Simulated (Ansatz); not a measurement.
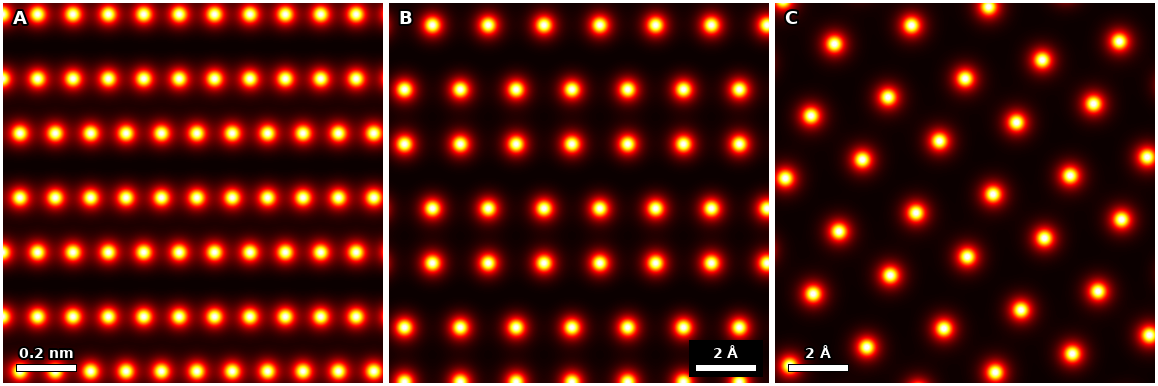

Three views of Rh (Cmcm, No. 63) along different zone axes. Computed as the sum of neutral-atom potentials (tabulated electron scattering factors, B = 0.5 Å²) projected along the beam and smoothed by 0.25 Å; brighter is more positive. Atomic positions: a calculation's starting geometry; the starting structure was generated, so it need not be a known form of this composition.

```
CELL_PARAMETERS angstrom
2.68657 0.00000 0.00000
0.00000 8.14169 0.00000
0.00000 0.00000 2.71247
ATOMIC_POSITIONS crystal
Rh 0.00000 0.63517 0.25000
Rh 0.50000 0.86483 0.75000
Rh 0.50000 0.13517 0.25000
Rh 0.00000 0.36483 0.75000
```

Question: Match the panels to the zone axes [100], [101] and [201].

Answer: A is [201]: projected cell 1.21 × 4.12 Å, 98°, plane group c2mm. B is [101]: projected cell 1.91 × 4.18 Å, 103°, plane group c2mm. C is [100]: projected cell 2.71 × 4.07 Å, 90°, plane group p2mg.
